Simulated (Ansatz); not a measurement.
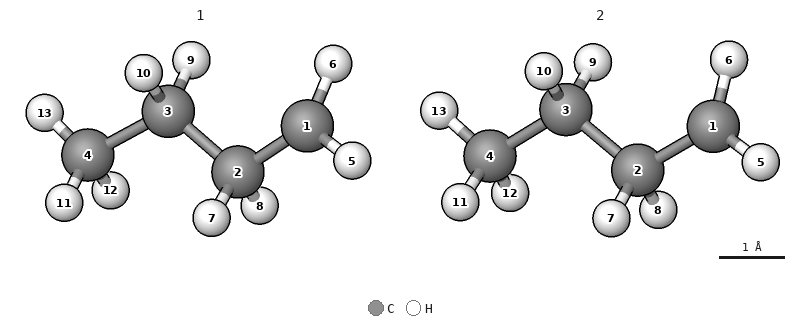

Two geometries of C4H9 (multiplicity 2) (coarse preliminary run), drawn at one scale. One is the start of a relaxation, the other its converged end. Style: ball-and-stick. Shown at a tilt.

Theory: UKS PBE-D4/def2-SVP in Ansatz. (force threshold 0.03 eV/Å; at most 200 steps)

Q: Which of the two is the end point?

A: Structure 2 is the relaxed one. The start comes from a force field. After 5 accepted moves (6 points after the start) the energy has fallen by 64.0 kJ/mol. The largest force component goes from 5.9 to 0.017 eV/Å. The line search rejected the trial step at point 4 of the run. The largest move after the best rigid fit is that of H5, 0.17 Å. By element the largest moves are H 0.17 Å, C 0.10 Å. Among the contacts that change: C4–H13 0.994 → 1.109 Å, C2–H8 1.050 → 1.123 Å, C4–H11 1.053 → 1.111 Å, C1–C2 1.438 → 1.488 Å. Among the angles between lasting bonds that change: H11–C4–H13 115.2° → 107.4°, C3–C4–H12 105.8° → 111.3°, C4–C3–H10 104.5° → 110.0°.
